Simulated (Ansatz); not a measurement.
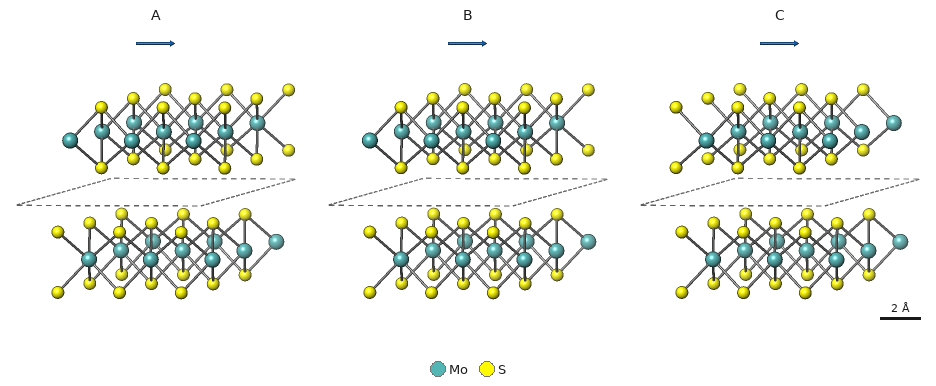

Energy scan for crystalline MoS2 (P6_3/mmc), in which the crystal above a cut along the (0 0 1) plane of the conventional cell (between a plane of S below and one of S above, 3.17 Å apart) is slid rigidly by fractions of an in-plane lattice vector 3.14 Å long (a generalised stacking fault). One cut stands in each cell, which starts 12.6 Å high; nothing is relaxed, and the dashed outline marks the cut, the arrow on top the direction of slip. A ball-and-stick model of the layers on both sides of the cut, seen from the side, nearly along the cut plane.

Level of theory: DFT PBEsol, scalar-relativistic, plane waves, PAW (Ansatz 0.2.0). Settings: plane-wave cutoff 420 eV; k-point mesh 10 × 10 × 2; occupations gaussian; smearing width 0.05 eV; no spin polarisation. Energies (free energies at the smearing named) are counted from the relaxed crystal.

### Order these geometries by energy, lowest first.

Lowest first: B (the slip 0.00, 0.0 mJ/m²), A (the slip 0.20, 31.1 mJ/m²), C (the slip 0.40, 84.7 mJ/m²). Over the whole scan: the curve starts and ends at zero, since a full lattice vector restores the crystal. Its highest computed point is 94.3 mJ/m² at slip 0.50, which the unstable stacking-fault energy of this rigid path equals or slightly exceeds. No local minimum shows among the points, so there is no metastable fault on this line. The path is symmetric about half-way. Relaxation across the fault would lower the values.
